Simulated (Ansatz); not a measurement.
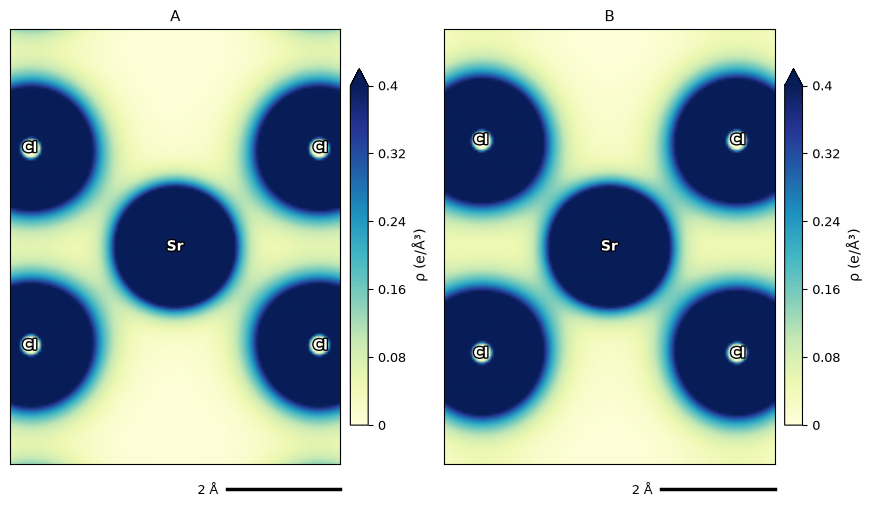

SrCl$_{2}$. The valence charge density (pseudo) of two cells that differ in size and shape, on the (11̄0) plane of each (indices in the axes of the calculation cell), at one length scale and on one colour scale: A has 30.5 Å³ an atom and B 25.8.

Space group I4/mmm.

Theory: DFT r2SCAN, scalar-relativistic, plane waves, PAW (Ansatz).

What changes from the larger cell to the smaller?

From the larger cell to the smaller, Sr–Cl goes from 3.10 to 2.95 Å, and the density at its midpoint from 0.12 to 0.16 e/Å³; the pressure goes from −2.2 to 4.9 GPa; the Kohn–Sham gap goes from 5.5 eV to 4.7 eV.
